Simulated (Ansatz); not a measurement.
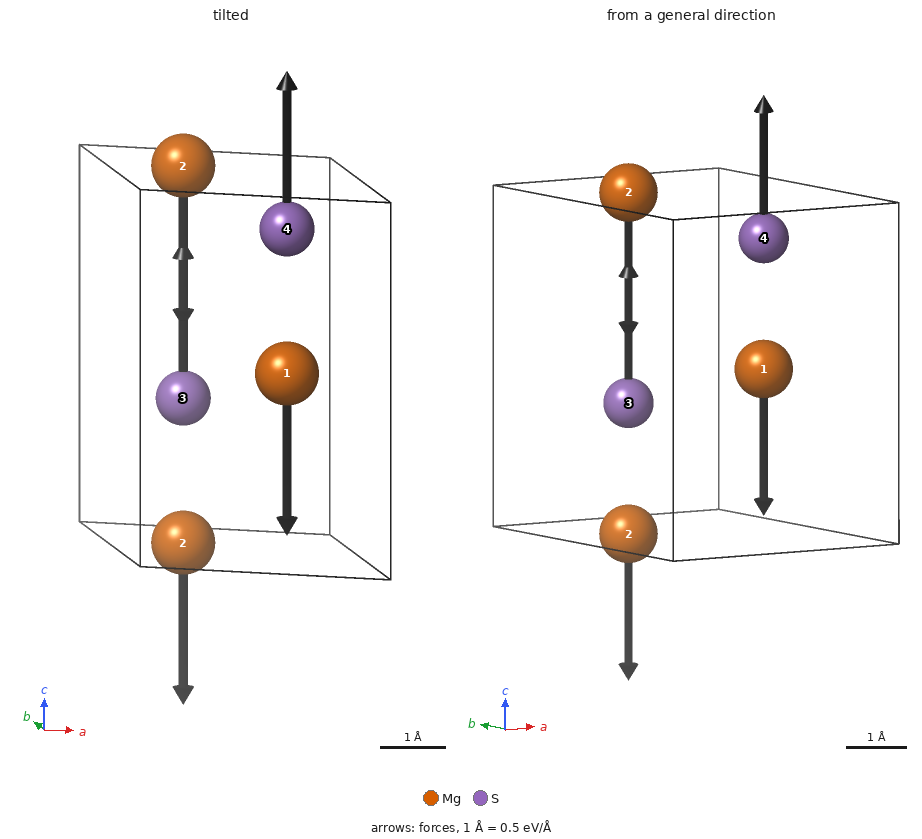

Shown here is a spheres-only view of the crystal, taken slightly off an axis and from a general direction. Atoms at the boundary of the simulation cell (the box) are drawn once for each face, edge or corner they touch. The arrows are the computed forces on the atoms.

System: MgS. Results below were computed with DFT PBEsol, scalar-relativistic, plane waves, PAW in Ansatz 0.2.0; the settings were plane-wave cutoff 420 eV, k-point mesh 6×6×4, Gaussian smearing of 0.05 eV, no spin polarisation.

Are the forces small enough to call this converged?

No. The atoms still feel forces of up to about 1 eV/Å, far above a usual threshold of 0.01 to 0.03 eV/Å.

Which atom is pushed hardest?

Mg1, Mg2, S3 and S4, about 1 eV/Å.

State the average force for each kind of atom.

Mean magnitudes: about Mg 1 eV/Å, S 1 eV/Å.

The structure comes from a structure listed in the Materials Project. The cell was then strained or its atoms displaced on purpose. A calculation with Ansatz used it as input.
